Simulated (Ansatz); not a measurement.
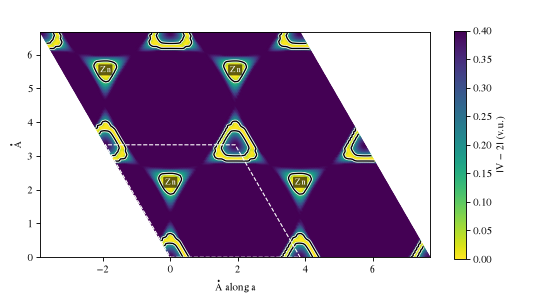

Bond-valence mismatch |V − 2| for Zn2+ in ZnS (P6_3mc, No. 186) on the section z = 0.000 (parallel to a and b; the dashed line is one cell); the black line is the 0.1 v.u. contour, and values above the scale's top are cut off.

At each point the valence sum V of a Zn2+ ion is computed from the anions within 5 Å (s = exp((R0 − d)/b), R0 fitted to published crystal structures with b = 0.37 Å; R0: Zn2+–S 2.088 Å). The other Zn2+ ions are ignored. This is an empirical screen for pathways, not an energy calculation.

Source of the atomic positions: the end point of a relaxation with DFT, PBE, plane waves, PAW in Ansatz 0.2.0.

```xyz
4
Lattice="3.8441 0.0000 0.0000 -1.9220 3.3291 0.0000 0.0000 0.0000 6.3045" Properties=species:S:1:pos:R:3 pbc="T T T"
Zn    0.0000    2.2194    0.0017
Zn    1.9220    1.1097    3.1539
S     0.0000    2.2194    2.3625
S     1.9220    1.1097    5.5148
```

Q: In the whole crystal, how are the regions below 0.1 v.u. connected (counting the regions that come within 0.6 Å of a Zn site)?

A: No path at this level: the regions are isolated pockets that do not connect across cells.

Q: At which mismatch do paths open?

A: From a mismatch of about 0.20 v.u. the regions form a three-dimensional network. These are grid estimates, good to about 0.1 v.u.

Q: What is the valence sum at the Zn sites themselves?

A: 1.95 v.u., against the formal 2.
